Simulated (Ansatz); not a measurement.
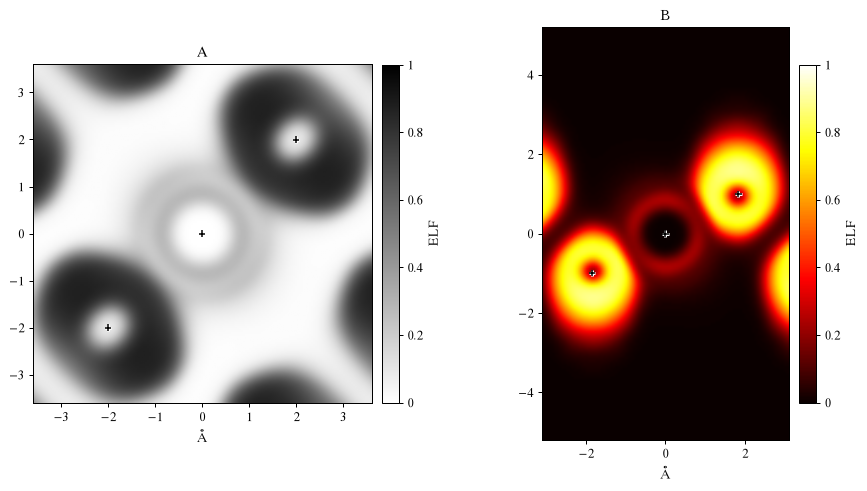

The ELF of 2 systems, each on a plane through atoms (crosses mark nuclei in the plane).

Method: DFT, PBE0, plane waves, PAW in Ansatz 0.2.0.

System 1: SnSe2, the (001) plane of the conventional cell. Space group P4₂/mnm; started from the rutile prototype, which need not be the ambient phase.

System 2: SnO2 (slab), the (110) plane of the calculation cell, a cut from vacuum to vacuum. Started from the 1T monolayer prototype, which need not be the ambient phase.

```
CELL_PARAMETERS angstrom
3.18893 0.00000 0.00000
-1.59447 2.76170 0.00000
0.00000 0.00000 28.53365
ATOMIC_POSITIONS crystal
Sn 0.00000 0.00000 0.31542
O 0.33333 0.66667 0.35015
O 0.66667 0.33333 0.28068
```

> Which map belongs to which system?

Panel A is system 1, SnSe2: the plane holds Sn and Se. Sn–Se (2.83 Å): the ELF is about 0.50 at the midpoint and 0.25 at its lowest between the atoms. Panel B is system 2, SnO2: the plane holds Sn and O. Sn–O (2.09 Å): the ELF peaks at about 0.80 in the valence shell of O, 0.6 Å from its nucleus, and is about 0.25 at the midpoint: no shared electron pair shows on this line.
